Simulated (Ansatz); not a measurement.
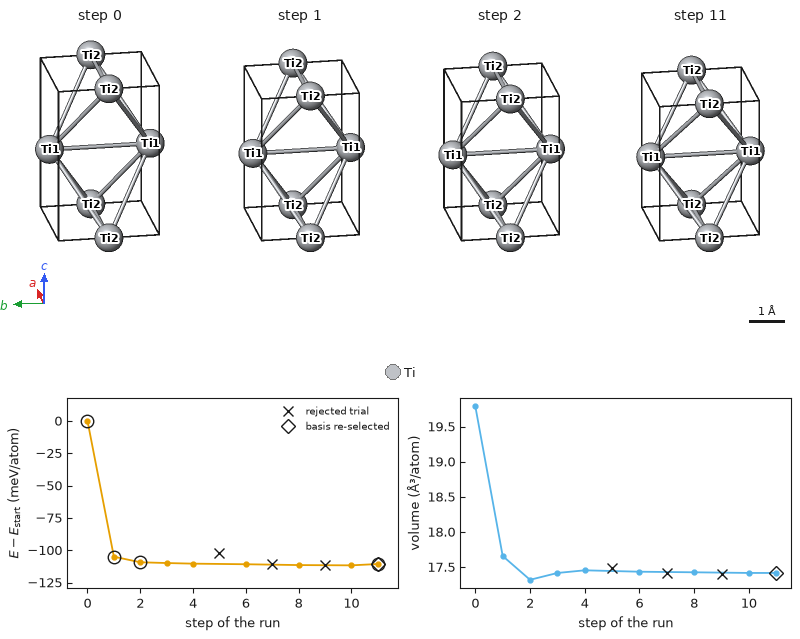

Frames of a relaxation of solid Ti (set up in I4/mmm) (coarse preliminary run), marked on the history of the run. The picture is a ball-and-stick view of the cell of the calculation, seen from a free direction.

Case: 2 of 2 H taken out, relaxed.

The calculation used DFT r2SCAN, scalar-relativistic, plane waves, PAW in Ansatz.

Input
```yaml
crystal:
  lattice:
    - [2.9463072425, 0.0, 0.0]
    - [0.0, 2.9463072425, 0.0]
    - [0.0, 0.0, 4.5587340489]
  atoms:
    - { symbol: Ti, position: [0.5, 0.0, 0.5] }
    - { symbol: Ti, position: [0.0, 0.5, 0.0] }
basis:
  ecutwfc: 500
kpoints:
  mp_grid: { grid: [6, 6, 4] }
hamiltonian:
  xc: r2scan
scf:
  occupations: { method: gaussian, width: 0.1 }
output:
  forces: true
  stress: true
  eigenvalues: true
relax:
  adjacent_minimum: "off"
  f_tol: 0.0325
  max_steps: 70
  cell: { stress_tol: 0.24 }
```

Command:
```bash
ansatz run input.yaml --threads 2 --pin off --max-ram 5120MiB --backend cpu --events-out ev --progress --plain --runs-dir out
```

**Describe the path.**

Over 7 accepted moves (11 points after the start) the energy falls by 111 meV per atom. All forces vanish by symmetry, so only the cell relaxes. The pressure goes from −11.99 to −0.07 GPa. The line search rejected the trial steps at points 5, 7, 9 of the run. The SCF was repeated once at an unchanged geometry on a basis and grid sized afresh for the cell, which shifted the energy by 1.0 meV per atom at most. No atom moves by more than 0.005 Å relative to the cell. The drawn cell changes as follows: a = b 2.946 → 2.915 Å (−1.1 %), c 4.559 → 4.100 Å (−10.1 %); the volume changes by −12.0 %. Some distances before and after: Ti1–Ti2 3.088 → 2.907 Å, Ti1–Ti1 2.946 → 2.915 Å. The space group stays I4/mmm (No. 139). Cost: 22 s on 2 threads of Arm Neoverse V1 (shared host), peak memory 0.4 GiB. From step 0 to 1: volume −10.8 %, energy −105 meV per atom. From step 1 to 2: volume −1.9 %, energy −4.3 meV per atom. From step 2 to 11: volume +0.6 %, energy −1.3 meV per atom.

```csv
step,"E − E(0), meV/atom","pressure, GPa","volume, Å³/atom",note
0,0.00,-11.99,19.787,
1,-105.02,-1.72,17.657,
2,-109.35,0.66,17.318,
3,-109.94,0.05,17.415,
4,-110.42,-0.18,17.453,
5,-102.34,-0.57,17.491,rejected
6,-110.88,-0.06,17.433,
7,-110.74,-0.06,17.420,rejected
8,-111.52,-0.05,17.425,
9,-111.41,0.10,17.397,rejected
10,-111.73,-0.02,17.416,
11,-110.69,-0.07,17.416,"same geometry, new basis"
```
